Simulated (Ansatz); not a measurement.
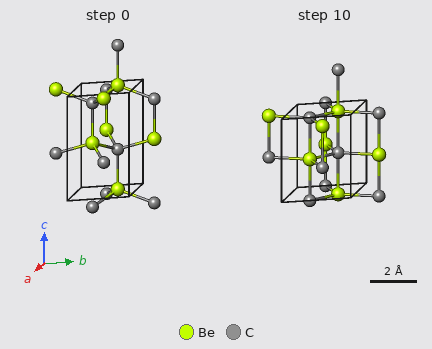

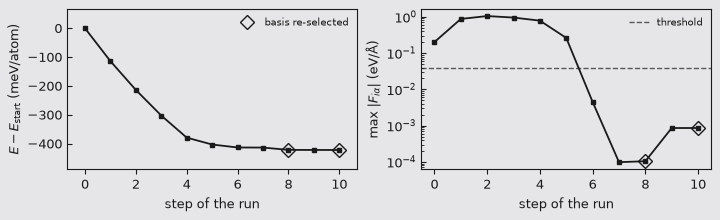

First and last geometry of a relaxation of solid BeC (a generated structure, set up in P6_3mc) (coarse preliminary run), with the history of the run. The picture is a ball-and-stick view of the cell of the calculation, seen slightly off an axis.

Level of theory: Ansatz, DFT PBE, scalar-relativistic, plane waves, PAW. Set-up: plane-wave cutoff 420 eV; k-point mesh 9 × 9 × 4; occupations gaussian; smearing width 0.1 eV; no spin polarisation; cell and atoms relaxed; force threshold 0.04 eV/Å; at most 70 steps.

Q: Did the run converge, and what did it change?

A: It converged. The largest moves relative to the cell, 0.21 Å, are those of Be and C atoms. By element the largest moves are Be 0.21 Å, C 0.21 Å. The drawn cell changes as follows: a = b 2.838 → 3.179 Å (+12.0 %), c 4.657 → 3.715 Å (−20.2 %); the volume changes by +0.1 %. Some distances before and after: Be–C 2.864 → 1.858 Å, Be–C 1.724 → 1.835 Å, Be–C 1.793 → 1.858 Å. New bonds form: Be–C (2.86 → 1.86 Å). Bond angles that change, for instance: C–Be–C 108.1° → 90.0°, Be–C–Be 108.1° → 90.0°, C–Be–C 110.8° → 120.0°. The space group (tolerance 0.01 Å) goes from P6_3mc (No. 186) to P6_3/mmc (No. 194). The energy falls by 422 meV per atom in 8 accepted moves (10 points after the start). The largest force component goes from 0.2 to 0.00086 eV/Å. Pressure: 17.81 GPa at the start and 0.08 GPa at the end. The SCF was repeated twice at an unchanged geometry on a basis and grid sized afresh for the cell, which shifted the energy by 8.0 meV per atom at most.

```tsv
step	E − E(0), meV/atom	largest force component, eV/Å	pressure, GPa	volume, Å³/atom	note
0	0.00	0.2019	17.81	8.119	
1	-114.03	0.8748	6.11	8.544	
2	-213.71	1.0505	-4.84	8.922	
3	-302.49	0.9538	-8.26	8.832	
4	-378.91	0.7841	-6.56	8.503	
5	-402.83	0.2616	1.80	8.056	
6	-413.10	0.0045	1.39	8.004	
7	-413.38	0.0001	0.02	8.075	
8	-421.40	0.0001	0.97	8.075	same geometry, new basis
9	-421.67	0.0009	0.06	8.130	
10	-421.77	0.0009	0.08	8.130	same geometry, new basis
```
